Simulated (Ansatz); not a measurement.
# Geometry relaxation, with input and output: Ga$_{2}$O$_{3}$ (part 3 of 3)

The same run, continued: Ga$_{2}$O$_{3}$ (C2/m, 10 atoms in the cell); DFT PBE, scalar-relativistic, plane waves, PAW, no spin polarisation (Ansatz 0.2.0); cutoff 420 eV, 9×5×5 k-mesh, Gaussian smearing of 0.02 eV. The structure derives from a Materials Project entry. It belongs to a series of runs on one base structure; here: film's bulk on the substrate's plane, third vector and atoms relaxed.

Geometry of the input (Å; fractional positions):
```
3.2184  0.0000  0.0000
-1.6092  5.9379  0.0000
0.0000  -1.3276  5.7264
Ga 0.3415  0.6830  0.6858
Ga 0.6585  0.3170  0.3142
Ga 0.9101  0.8201  0.2053
Ga 0.0899  0.1799  0.7947
O  0.5040  0.0080  0.7433
O  0.4960  0.9920  0.2567
O  0.8263  0.6526  0.4357
O  0.1737  0.3474  0.5643
O  0.1635  0.3270  0.1092
O  0.8365  0.6730  0.8908
```

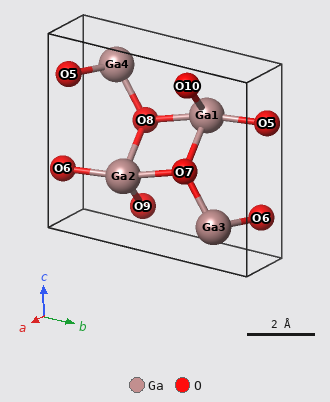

Fig. 1: The geometry at step 5 of the log (ball-and-stick view of the cell of the calculation, seen slightly off an axis; atoms are numbered from 1 in the order of the input).

**The program's output, continued**
```
--- Band table (eV; the first three rows and the last of 113) ---
  k-point 0: bands = ["-11.0584", "-10.0890", "-9.9426", "-9.7454", "-9.3818", "-9.3641", "-5.4698", "-5.4677", "-5.4613", "-5.4121", "-5.3108", "-5.3091", "-5.3055", "-5.2937", "-5.2438", "-5.1371", "-5.1168", "-5.1132", "-5.1083", "-5.0809", "-5.0739", "-5.0214", "-5.0189", "-4.8777", "-4.7115", "-4.6518", "0.8803", "1.9285", "2.9180", "3.6239", "4.2117", "4.5599", "4.8416", "5.2645", "5.4494", "5.6433", "5.9941", "6.0129", "6.4125", "6.6944", "6.8287", "7.0618", "7.2237", "7.4974", "9.4684", "12.9251", "13.6917", "13.7333", "14.6755", "15.6805", "16.3176", "16.5304", "18.3961", "18.7598"]
  k-point 1: bands = ["-10.9930", "-10.1852", "-9.9501", "-9.7100", "-9.4398", "-9.3257", "-5.4713", "-5.4673", "-5.4545", "-5.4122", "-5.3541", "-5.3148", "-5.3042", "-5.2822", "-5.2365", "-5.1410", "-5.1240", "-5.1198", "-5.1092", "-5.0966", "-5.0719", "-5.0193", "-5.0117", "-4.8433", "-4.7911", "-4.5429", "1.0349", "2.0838", "2.7512", "3.6557", "4.2622", "4.5833", "4.9707", "5.1739", "5.3807", "5.6037", "5.8501", "6.0225", "6.2265", "6.7810", "6.7816", "6.8455", "7.1173", "7.2932", "10.1300", "12.9660", "13.5667", "13.8142", "14.6033", "15.7069", "16.0493", "16.8897", "18.7335", "19.0006"]
  k-point 2: bands = ["-10.8385", "-10.3887", "-9.9530", "-9.6576", "-9.4806", "-9.3216", "-5.4725", "-5.4677", "-5.4394", "-5.4196", "-5.3885", "-5.3524", "-5.2918", "-5.2604", "-5.2328", "-5.1488", "-5.1427", "-5.1409", "-5.1194", "-5.0909", "-5.0696", "-5.0167", "-4.9733", "-4.8656", "-4.8039", "-4.4451", "1.4641", "2.0504", "2.7107", "3.5397", "4.4970", "4.6850", "4.9824", "4.9887", "5.2321", "5.6252", "5.7731", "5.9199", "6.0407", "6.2432", "6.8470", "6.8819", "6.8955", "7.2738", "11.2763", "12.3682", "13.6410", "13.9703", "14.7127", "15.2056", "16.4733", "17.0941", "19.1359", "19.3554"]
  k-point 112: bands = ["-10.1835", "-9.9112", "-9.8083", "-9.6955", "-9.4093", "-9.3749", "-5.3748", "-5.3483", "-5.3431", "-5.3159", "-5.2812", "-5.2513", "-5.2441", "-5.2370", "-5.2174", "-5.1743", "-5.1182", "-5.1018", "-5.0893", "-5.0613", "-5.0467", "-4.9728", "-4.7922", "-4.6629", "-4.5013", "-4.4567", "1.0423", "1.1750", "1.3925", "2.3801", "2.8876", "3.6454", "3.8121", "4.4562", "4.5487", "5.1152", "5.4095", "5.8082", "6.1072", "6.3076", "6.6727", "6.7297", "6.9418", "7.1975", "13.4085", "13.9543", "14.1753", "14.6717", "15.5578", "16.6314", "16.9632", "17.1863", "18.0473", "18.2286"]
--- Relaxed structure (7 steps of the walk, 7 accepted, 2 SCFs on fresh bases) ---
  F+E_penalty+E_count = -18539.94298222 eV   max|allowed force component| = 3.681e-3 eV/Å   (the final SCF, on the basis selected at the relaxed cell)
  cell:  # Å, volume = 110.1162 Å³
    - [3.218370803999777, 6.167394724226151e-9, 1.1964500521480804e-6]
    - [-1.6091853906209386, 5.937634258612257, -0.06121620165366162]
    - [2.1262646391616728e-6, -1.386591599347413, 5.776674456351676]
  atoms:
    - { symbol: Ga, position: [0.3413358062814242, 0.6826675876568622, 0.688067545642074] }
    - { symbol: Ga, position: [0.658664193718576, 0.3173324123431381, 0.31193245435792594] }
    - { symbol: Ga, position: [0.9082800847625826, 0.816559545698774, 0.20032604872862528] }
    - { symbol: Ga, position: [0.09171991523741761, 0.18344045430122644, 0.7996739512713747] }
    - { symbol: O, position: [0.5079243001218282, 0.01584913990837397, 0.7480552064912427] }
    - { symbol: O, position: [0.4920756998781718, 0.9841508600916261, 0.25194479350875726] }
    - { symbol: O, position: [0.8281639802858429, 0.6563305164657697, 0.4381631637463977] }
    - { symbol: O, position: [0.17183601971415713, 0.34366948353423077, 0.5618368362536024] }
    - { symbol: O, position: [0.1645668249036585, 0.32913789318028636, 0.1139768640673666] }
    - { symbol: O, position: [0.8354331750963415, 0.670862106819714, 0.8860231359326335] }
```

**Trajectory as extended XYZ (Å, eV, eV/Å), 9 frames, from step=1 to step=9**
```
10
Lattice="3.2184 0.0000 0.0000 -1.6092 5.9379 0.0000 0.0000 -1.3276 5.7264" Properties=species:S:1:pos:R:3:forces:R:3 step=1 energy=-18539.87592 pressure_GPa=0.14
Ga    0.0000    3.1451    3.9273    0.0000  -0.3618   0.4103
Ga    1.6092    1.4653    1.7991    0.0000   0.3618  -0.4103
Ga    1.6092    4.5975    1.1755    0.0000   0.3662  -0.5543
Ga    0.0000    0.0129    4.5509    0.0000  -0.3662   0.5543
O     1.6092   -0.9396    4.2565    0.0000   0.6558   0.0827
O     0.0000    5.5500    1.4699    0.0000  -0.6558  -0.0827
O     1.6092    3.2968    2.4948    0.0000  -0.0313   0.2710
O     0.0000    1.3136    3.2316    0.0000   0.0313  -0.2710
O     0.0000    1.7968    0.6253    0.0000  -0.0593   0.1305
O     1.6092    2.8135    5.1010    0.0000   0.0593  -0.1305
10
Lattice="3.2184 0.0000 0.0000 -1.6092 5.9377 -0.0524 0.0000 -1.3781 5.7601" Properties=species:S:1:pos:R:3:forces:R:3 step=2 energy=-18539.92332 pressure_GPa=-0.65
Ga    0.0000    3.1139    3.9197    0.0000  -0.2351   0.1290
Ga    1.6092    1.4457    1.7881    0.0000   0.2351  -0.1290
Ga    1.6092    4.5717    1.1156    0.0000   0.2160  -0.1742
Ga    0.0000   -0.0120    4.5922    0.0000  -0.2160   0.1742
O     1.6092   -0.9553    4.2949    0.0000   0.3840   0.0833
O     0.0000    5.5150    1.4129    0.0000  -0.3840  -0.0833
O     1.6092    3.2879    2.4716    0.0000  -0.0887   0.2330
O     0.0000    1.2717    3.2362    0.0000   0.0887  -0.2330
O     0.0000    1.7980    0.6348    0.0000  -0.0488   0.0614
O     1.6092    2.7617    5.0730    0.0000   0.0488  -0.0614
10
Lattice="3.2184 0.0000 0.0000 -1.6092 5.9377 -0.0592 0.0000 -1.3847 5.7792" Properties=species:S:1:pos:R:3:forces:R:3 step=3 energy=-18539.93585 pressure_GPa=-1.26
Ga    0.0000    3.1092    3.9368    0.0000  -0.1034  -0.0566
Ga    1.6092    1.4438    1.7832    0.0000   0.1034   0.0566
Ga    1.6092    4.5613    1.1054    0.0000   0.0926   0.0500
Ga    0.0000   -0.0083    4.6145    0.0000  -0.0926  -0.0500
O     1.6092   -0.9419    4.3214    0.0000   0.1125   0.0299
O     0.0000    5.4949    1.3986    0.0000  -0.1125  -0.0299
O     1.6092    3.2842    2.4866    0.0000   0.0230   0.0563
O     0.0000    1.2687    3.2334    0.0000  -0.0230  -0.0563
O     0.0000    1.7981    0.6400    0.0000  -0.0090   0.0316
O     1.6092    2.7549    5.0800    0.0000   0.0090  -0.0316
10
Lattice="3.2184 0.0000 0.0000 -1.6092 5.9377 -0.0553 0.0000 -1.3809 5.7714" Properties=species:S:1:pos:R:3:forces:R:3 step=4 energy=-18539.93893 pressure_GPa=-1.10
Ga    0.0000    3.0999    3.9338    0.0000   0.0282   0.0147
Ga    1.6092    1.4569    1.7824    0.0000  -0.0282  -0.0147
Ga    1.6092    4.5765    1.1118    0.0000  -0.0120  -0.0085
Ga    0.0000   -0.0197    4.6044    0.0000   0.0120   0.0085
O     1.6092   -0.9410    4.3171    0.0000  -0.0252  -0.0125
O     0.0000    5.4978    1.3990    0.0000   0.0252   0.0125
O     1.6092    3.2926    2.4917    0.0000  -0.0062   0.0146
O     0.0000    1.2642    3.2245    0.0000   0.0062  -0.0146
O     0.0000    1.7971    0.6376    0.0000   0.0005   0.0185
O     1.6092    2.7597    5.0786    0.0000  -0.0005  -0.0185
10
Lattice="3.2184 0.0000 0.0000 -1.6092 5.9377 -0.0570 0.0000 -1.3825 5.7740" Properties=species:S:1:pos:R:3:forces:R:3 step=5 energy=-18539.93886 pressure_GPa=-1.19
Ga    0.0000    3.1023    3.9330    0.0000  -0.0021  -0.0062
Ga    1.6092    1.4529    1.7841    0.0000   0.0021   0.0062
Ga    1.6092    4.5727    1.1093    0.0000  -0.0026   0.0050
Ga    0.0000   -0.0175    4.6078    0.0000   0.0026  -0.0050
O     1.6092   -0.9406    4.3173    0.0000   0.0091   0.0101
O     0.0000    5.4958    1.3998    0.0000  -0.0091  -0.0101
O     1.6092    3.2909    2.4926    0.0000   0.0081  -0.0115
O     0.0000    1.2643    3.2245    0.0000  -0.0081   0.0115
O     0.0000    1.7962    0.6401    0.0000   0.0016  -0.0160
O     1.6092    2.7590    5.0770    0.0000  -0.0016   0.0160
10
Lattice="3.2184 0.0000 0.0000 -1.6092 5.9377 -0.0564 0.0000 -1.3819 5.7733" Properties=species:S:1:pos:R:3:forces:R:3 step=6 energy=-18539.93894 pressure_GPa=-1.18
Ga    0.0000    3.1026    3.9329    0.0000  -0.0022   0.0007
Ga    1.6092    1.4532    1.7840    0.0000   0.0022  -0.0007
Ga    1.6092    4.5727    1.1096    0.0000  -0.0007  -0.0004
Ga    0.0000   -0.0169    4.6074    0.0000   0.0007   0.0004
O     1.6092   -0.9402    4.3187    0.0000   0.0011  -0.0013
O     0.0000    5.4960    1.3982    0.0000  -0.0011   0.0013
O     1.6092    3.2917    2.4927    0.0000  -0.0012  -0.0010
O     0.0000    1.2641    3.2242    0.0000   0.0012   0.0010
O     0.0000    1.7978    0.6397    0.0000  -0.0019  -0.0004
O     1.6092    2.7579    5.0772    0.0000   0.0019   0.0004
10
Lattice="3.2184 0.0000 0.0000 -1.6092 5.9377 -0.0564 0.0000 -1.3819 5.7733" Properties=species:S:1:pos:R:3:forces:R:3 step=7 energy=-18539.94294 pressure_GPa=-1.13
Ga    0.0000    3.1026    3.9329    0.0000  -0.0024   0.0005
Ga    1.6092    1.4532    1.7840    0.0000   0.0024  -0.0005
Ga    1.6092    4.5727    1.1096    0.0000   0.0002  -0.0012
Ga    0.0000   -0.0169    4.6074    0.0000  -0.0002   0.0012
O     1.6092   -0.9402    4.3187    0.0000   0.0009  -0.0012
O     0.0000    5.4960    1.3982    0.0000  -0.0009   0.0012
O     1.6092    3.2917    2.4927    0.0000  -0.0023   0.0000
O     0.0000    1.2641    3.2242    0.0000   0.0023   0.0000
O     0.0000    1.7978    0.6397    0.0000  -0.0017  -0.0006
O     1.6092    2.7579    5.0772    0.0000   0.0017   0.0006
10
Lattice="3.2184 0.0000 0.0000 -1.6092 5.9376 -0.0612 0.0000 -1.3866 5.7767" Properties=species:S:1:pos:R:3:forces:R:3 step=8 energy=-18539.94281 pressure_GPa=-1.17
Ga    0.0000    3.0994    3.9330    0.0000  -0.0010  -0.0037
Ga    1.6092    1.4517    1.7825    0.0000   0.0010   0.0037
Ga    1.6092    4.5707    1.1072    0.0000  -0.0016   0.0016
Ga    0.0000   -0.0196    4.6082    0.0000   0.0016  -0.0016
O     1.6092   -0.9431    4.3203    0.0000   0.0008   0.0011
O     0.0000    5.4942    1.3952    0.0000  -0.0008  -0.0011
O     1.6092    3.2895    2.4909    0.0000   0.0000  -0.0001
O     0.0000    1.2615    3.2245    0.0000   0.0000   0.0001
O     0.0000    1.7963    0.6383    0.0000   0.0008   0.0002
O     1.6092    2.7548    5.0772    0.0000  -0.0008  -0.0002
10
Lattice="3.2184 0.0000 0.0000 -1.6092 5.9376 -0.0612 0.0000 -1.3866 5.7767" Properties=species:S:1:pos:R:3:forces:R:3 step=9 energy=-18539.94298 pressure_GPa=-1.17
Ga    0.0000    3.0994    3.9330    0.0000  -0.0010  -0.0037
Ga    1.6092    1.4517    1.7825    0.0000   0.0010   0.0037
Ga    1.6092    4.5707    1.1072    0.0000  -0.0016   0.0017
Ga    0.0000   -0.0196    4.6082    0.0000   0.0016  -0.0017
O     1.6092   -0.9431    4.3203    0.0000   0.0008   0.0011
O     0.0000    5.4942    1.3952    0.0000  -0.0008  -0.0011
O     1.6092    3.2895    2.4909    0.0000  -0.0001  -0.0001
O     0.0000    1.2615    3.2245    0.0000   0.0001   0.0001
O     0.0000    1.7963    0.6383    0.0000   0.0009   0.0001
O     1.6092    2.7548    5.0772    0.0000  -0.0009  -0.0001
```

**Key numbers**

| quantity | value |
| --- | --- |
| outcome | converged |
| space group (tolerance 0.01 Å) | C2/m (12) |
| electrons treated | 88 |
| free energy | −18539.9430 eV |
| Fermi energy | 8.483 eV |
| gap on the k-point mesh | 1.97 eV |
| pressure | −1.17 GPa |
| final volume | 110.12 Å³ |
| largest force (length of the vector) at the end | 0.004 eV/Å |
| final cell | a = 3.218 Å, b = 6.152 Å, c = 5.941 Å, α = 103.59°, β = 90.00°, γ = 105.16° |
| hardware | 8 threads of Arm Neoverse N1, 98 GiB of memory available, shared host |
| wall time | 100 s (CPU time 13 min) |
| peak memory | 0.93 GiB |

**Notes**

The program warns: the k-point mesh lowers the symmetry that the run can use.
